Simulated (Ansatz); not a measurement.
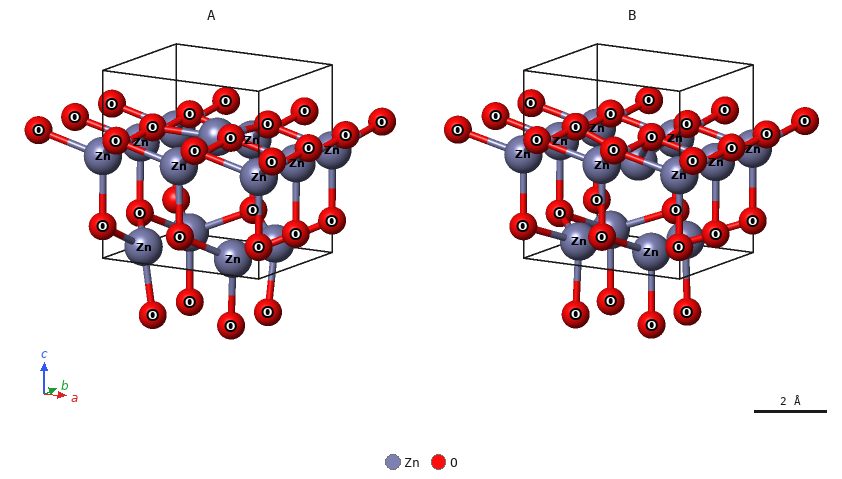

Two geometries of a defect cell of composition Zn₈O₇ (cell charge +2), drawn at one scale. One is the start of a relaxation, the other its converged end. The picture is a ball-and-stick view of the cell of the calculation, reduced to other axes (origin shifted), seen slightly off an axis. Lengths and directions refer to the drawn axes.

Level of theory: DFT PBE, scalar-relativistic, plane waves, PAW (Ansatz 0.2.0). (plane-wave cutoff 420 eV; k-point mesh 3 × 3 × 3; occupations gaussian; smearing width 0.01 eV; no spin polarisation; atoms relaxed in a fixed cell; force threshold 0.025 eV/Å; at most 45 steps)

Which geometry has the lower energy?

Structure A is the relaxed one. Case: O vacancy (site b), charge +2, atoms relaxed at the host's cell. Over 5 geometry steps the energy falls by 2.075 eV per cell of the calculation. Largest force component: 2 eV/Å at the start, 0.013 eV/Å at the end. The largest move is that of a Zn atom, 0.70 Å along +c. By element the largest moves are Zn 0.70 Å, O 0.06 Å. The cell stays as it was. Some distances before and after: O–Zn 2.062 → 1.912 Å, O–Zn 2.062 → 1.934 Å, O–Zn 2.036 → 1.931 Å, O–Zn 2.016 → 1.958 Å. Among the angles between lasting bonds that change: Zn–O–Zn 119.1° → 92.7°, Zn–O–Zn 118.3° → 92.7°, O–Zn–O 101.9° → 119.0°. The run took 2.5 min on 4 threads of AMD EPYC (Zen 3), with other jobs on the host, peak memory 0.76 GiB.

Limits of the set-up: the periodic images lie only 5.3 Å apart, so the values are limited by the cell's size; the cell is charged, on a uniform background, and energies carry no finite-size correction.
